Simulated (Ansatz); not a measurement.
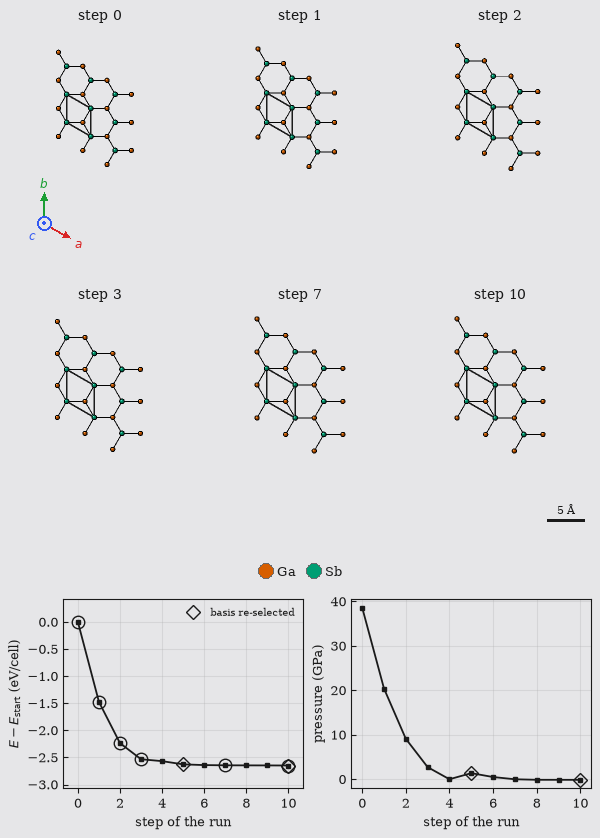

Frames of a relaxation of crystalline GaSb (a generated structure, set up in P-6m2) (coarse preliminary run), marked on the history of the run. A ball-and-stick model of the cell of the calculation, repeated 2 × 2 × 1 with one cell outlined, seen along the c axis.

Level of theory: Ansatz 0.2.0, DFT PBE, scalar-relativistic, plane waves, PAW. Set-up: plane-wave cutoff 420 eV; k-point mesh 6 × 6 × 4; occupations gaussian; smearing width 0.1 eV; no spin polarisation; cell and atoms relaxed; force threshold 0.04 eV/Å; at most 70 steps.

What happens along the run?

Answer. No atom moves by more than 0.005 Å relative to the cell. The volume changes by +61.5 %, with a = b 3.801 → 4.479 Å (+17.8 %), c 4.465 → 5.194 Å (+16.3 %). Some distances before and after: Ga–Sb 2.195 → 2.586 Å. The space group stays P-6m2 (No. 187). Over 8 accepted moves (10 points after the start) the energy falls by 2.648 eV per cell of the calculation. All forces vanish by symmetry, so only the cell relaxes. Pressure: 38.61 GPa at the start and −0.13 GPa at the end. The SCF was repeated twice at an unchanged geometry on a basis and grid sized afresh for the cell, which shifted the energy by 59.2 meV per cell of the calculation at most. Cost: 57 s on 1 thread of Intel(R) Xeon(R) Processor @ 2.70GHz (shared host), peak memory 0.4 GiB. From step 0 to 1: volume +10.2 %, energy −1.475 eV per cell of the calculation. From step 1 to 2: volume +11.0 %, energy −0.760 eV per cell of the calculation. From step 2 to 3: volume +13.0 %, energy −0.297 eV per cell of the calculation. From step 3 to 7: volume +12.1 %, energy −0.112 eV per cell of the calculation. From step 7 to 10: volume +4.2 %, energy −3.6 meV per cell of the calculation.
